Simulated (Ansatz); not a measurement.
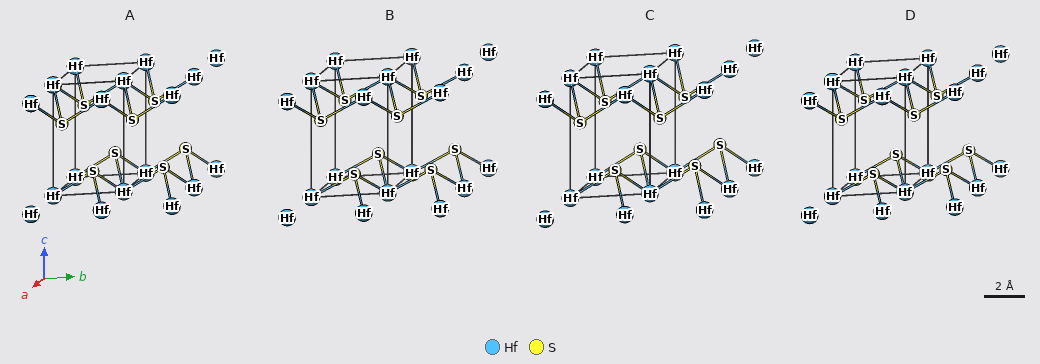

4 geometries from one relaxation of a crystal of HfS$_{2}$ (built on the 1T (CdI2) bulk type), in shuffled order. A ball-and-stick model of the cell of the calculation, repeated 2 × 2 × 1 with one cell outlined, seen slightly off an axis.

Level of theory: DFT, PBE-D3(BJ), plane waves, PAW (Ansatz). Settings: plane-wave cutoff 420 eV; k-point mesh 6 × 6 × 4; occupations fermi dirac; smearing width 0.02 eV; no spin polarisation; cell and atoms relaxed; force threshold 0.005 eV/Å.

**Put them in the order of the run, from the start to the converged end.**

C, B, D, A. They are steps 0, 1, 2, 6, at +2.216 eV per cell of the calculation, +0.545 eV per cell of the calculation, +93.2 meV per cell of the calculation relative to the last. Over 5 accepted moves (6 points after the start) the energy falls by 2.216 eV per cell of the calculation. The largest force component goes from 2.8 to 0.0028 eV/Å. The pressure goes from −18.40 to 0.00 GPa. The SCF was repeated once at an unchanged geometry on a basis and grid sized afresh for the cell, which shifted the energy by 1.8 meV per cell of the calculation at most. The largest moves relative to the cell, 0.080 Å, are those of S atoms. Hf stays in place. The volume changes by −27.5 %, with a = b 4.079 → 3.610 Å (−11.5 %), c 6.233 → 5.767 Å (−7.5 %). Near-neighbour distances that change, for instance: Hf–S 2.880 → 2.541 Å. The space group stays P-3m1 (No. 164).
